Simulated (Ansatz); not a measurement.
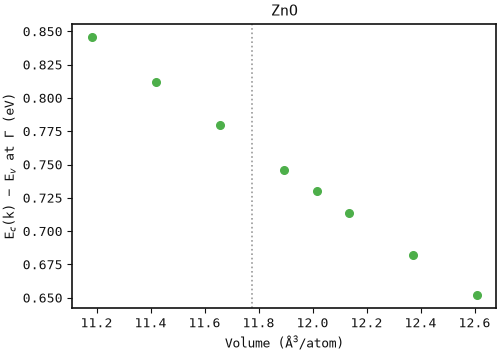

Lowest conduction level at Γ, counted from the valence-band top at Γ. One run is left out (dotted line).

System: wurtzite ZnO, space group P6_3mc, 4 atoms in the cell. The cell is scaled at fixed shape and fractional positions. At 11.90 Å³/atom, a = 3.249 Å, c = 5.204 Å (hexagonal axes). Computed with Ansatz 0.2.0: LDA, all-electron LAPW, no spin polarisation, no spin-orbit coupling, 8×8×5 k mesh, Fermi-Dirac smearing of 0.01 eV.

| volume | Γ (eV) | pressure (GPa) |
| --- | --- | --- |
| 11.18 Å³/atom | 0.85 | 2.2 |
| 11.42 Å³/atom | 0.81 | −1.2 |
| 11.66 Å³/atom | 0.78 | −4.3 |
| 11.90 Å³/atom | 0.75 | −7.0 |
| 12.01 Å³/atom | 0.73 | −8.3 |
| 12.13 Å³/atom | 0.71 | −9.5 |
| 12.37 Å³/atom | 0.68 | −11.7 |
| 12.61 Å³/atom | 0.65 | −13.6 |

### What does the missing run, at 11.78 Å³/atom, give?

A fit through the other points against the logarithm of the volume gives 0.76 eV at Γ (a straight line). The run itself gives 0.76 eV, within 0.01 eV of the estimate.

### What is the deformation potential dE/d ln V?

A straight line against ln V has a slope of −1.6 eV at Γ.

LDA, GGA and most meta-GGA functionals understate gaps.
